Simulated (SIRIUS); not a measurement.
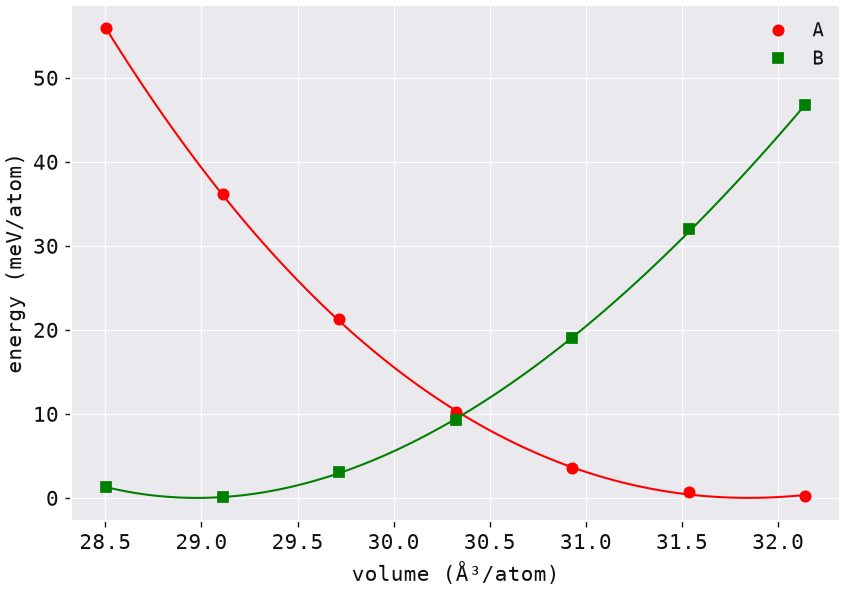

The figure compares two calculations of the energy against volume, each curve from its own zero. The first is for Pb, space group Fm-3m (No. 225).

The cell holds 1 atom.

Computed with SIRIUS 7.12.0: all-electron LAPW DFT, no spin polarisation; energies at scaled volumes of the given cell, shape and fractions fixed, counted from the fit's minimum, third-order Birch-Murnaghan fit. Level: LDA.

- k mesh: 9×9×9
- occupations: Fermi–Dirac
- smearing width: 0.05 eV
- potentials: all electron FP LAPW
- program settings: basis apw+lo standard, gk cutoff 3.4 1/bohr, pw cutoff 20 1/bohr

In the second, the level changes from LDA to PBE.

Q: Which of A and B is the second calculation, and what did the change do?

A: A. The equilibrium volume rises from 28.98 to 31.85 Å³/atom (+10 %) and the bulk modulus falls from 52.2 to 41.9 GPa (−20 %). As usual, the local density approximation binds more tightly than this gradient-corrected functional.

For both, limits of the calculation: spin-orbit coupling left out, heavy elements.

V0 and the bulk modulus come from third-order Birch–Murnaghan fits.
